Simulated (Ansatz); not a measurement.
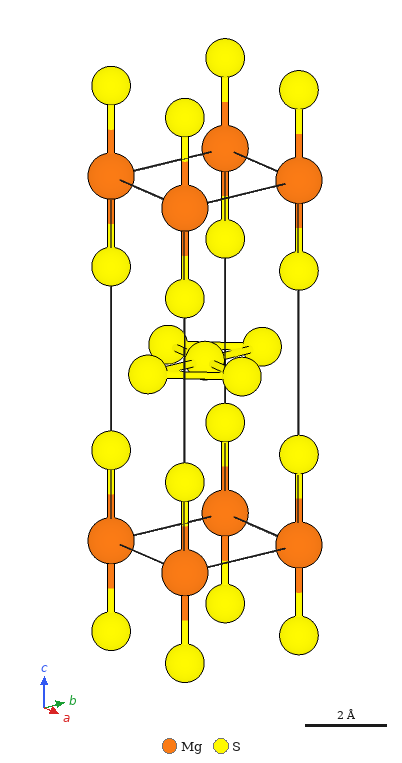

Shown here is a ball-and-stick view of the crystal, taken slightly off an axis. The conventional unit cell is outlined; an atom on or near a face, edge or corner is repeated at each equivalent position. Finite groups of bonded atoms are drawn whole. Cell: a = 4.70 Å, b = 4.70 Å, c = 9.22 Å, α = 90.00°, β = 90.00°, γ = 120.00°.

The initial geometry was a random cell made by a generator, so it need not be a real form of the compound. Earlier steps of the study, as a rule a relaxation of our own, may have changed the cell and positions, so they can lie some per cent off the listed ones. It went into a calculation with Ansatz.

Question: In words:

Answer: The material is MgS5. The lattice is primitive hexagonal and the space group P6/mmm (No. 191). One cell contains 1 Mg, 5 S, 6 atoms in all. Mg is linked to two S in a linear arrangement at about 2.3 Å. S takes two kinds of site: 3g with four S at about 2.4 Å; 2e with one Mg at about 2.3 Å.

The calculation used DFT PBE, scalar-relativistic, plane waves, PAW (Ansatz 0.2.0), with a kinetic-energy cutoff of 420 eV, k-points on a 12×12×4 grid, Gaussian smearing of 0.1 eV, no spin polarisation.

Question: Is it conducting or gapped at this level?

Answer: A metal: bands cross the Fermi level.

Question: State the Bader charges by element.

Answer: Mg +1.50 e; S -0.90 to +0.10 e.

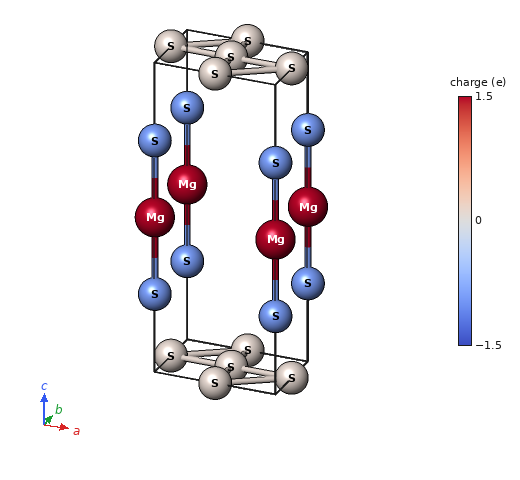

The atoms coloured by those charges. The run's cell of 6 atoms is drawn, so axes and origin can differ from the first picture.

Question: Is this the optimised geometry for these settings?

Answer: Yes. All forces vanish to within 0.01 eV/Å. The pressure is 0.0 GPa, close to zero.
